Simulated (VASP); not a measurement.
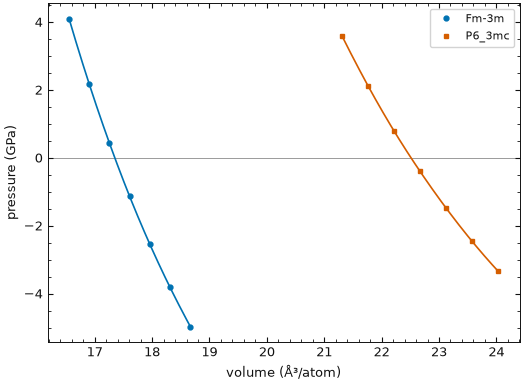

The plot gives the computed pressure against volume, with one curve for each structure, for MgS.

How it was computed, with VASP 6.6.1: plane-wave DFT, no spin polarisation; energies at scaled volumes of the given cell, shape and fractions fixed, counted from the fit's minimum, third-order Birch-Murnaghan fit. Level: PBEsol.

```csv
setting,value
occupations,Fermi–Dirac
smearing width,0.05 eV
potentials,"VASP PAW PBE potentials, recommended"
wave cutoff,520 eV
```

Settings that differ: Fm-3m: k mesh 9×9×9; P6_3mc: k mesh 8×8×4.

> Order the curves by fitted equilibrium volume, smallest first.

Fm-3m 17.359, P6_3mc 22.522 Å³/atom.

> Order the curves by fitted bulk modulus, smallest first.

P6_3mc 58.4, Fm-3m 78.9 GPa.

> For Fm-3m: what does the pressure do across the range?

It falls from 4.10 GPa at volume 16.55 Å³/atom to −4.97 GPa at 18.67 Å³/atom, and changes sign near 17.35 Å³/atom.

> For P6_3mc: how does the pressure vary with volume?

It falls from 3.59 GPa at volume 21.31 Å³/atom to −3.34 GPa at 24.03 Å³/atom, and changes sign near 22.52 Å³/atom.
